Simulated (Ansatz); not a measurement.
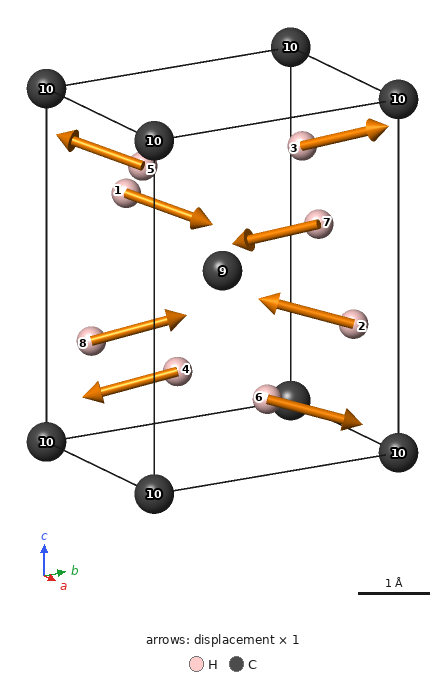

This is a relaxation of solid H4C (built on the Sn4Ir-68 type type). The starting structure is drawn; orange arrows show the displacements (the part carried along by the change of the cell is left out), at their true length.

A ball-and-stick model of the cell of the calculation, seen slightly off an axis.

The calculation used Ansatz 0.2.0, DFT, PBEsol, plane waves, PAW. (plane-wave cutoff 420 eV; k-point mesh 6 × 6 × 4; occupations fermi dirac; smearing width 0.03 eV; no spin polarisation; cell and atoms relaxed; force threshold 0.01 eV/Å; at most 120 steps)

### Atoms of which element are displaced furthest, and by how much?

Hydrogen: up to 1.41 Å, against 0.00 Å for carbon.

### What happened in the run?

The largest moves relative to the cell, 1.41 Å, are those of 8 atoms (H1, H2, H3, H4 and others). H5 goes along [−3 −2 1]. C stays in place. The drawn cell changes as follows: a = b 5.341 → 4.764 Å (−10.8 %), c 5.079 → 5.726 Å (+12.7 %), γ 122.7° → 100.8°; the volume changes by +4.8 %. Among the contacts that change: H1–C9 2.226 → 1.098 Å. New bonds form, among them: H1–C9 (2.23 → 1.10 Å), H2–C9 (2.23 → 1.10 Å), H3–C10 (2.23 → 1.10 Å), H4–C10 (2.23 → 1.10 Å). The space group stays Ccce (No. 68). Over 34 accepted moves (39 points after the start) the energy falls by 2770 meV per atom. Largest force component: 0.85 eV/Å at the start, 0.0036 eV/Å at the end. Pressure: −20.13 GPa at the start and 0.01 GPa at the end. At 5 points the geometry stayed and the basis and grid were re-selected for the new cell (energy shift of 1.9 meV per atom at most each time). The run took 51 s on 4 threads of Arm Neoverse V1, with other jobs on the host, peak memory 0.43 GiB.

Limits of the set-up: layers or molecules are held without a dispersion correction, so their spacing is unreliable.
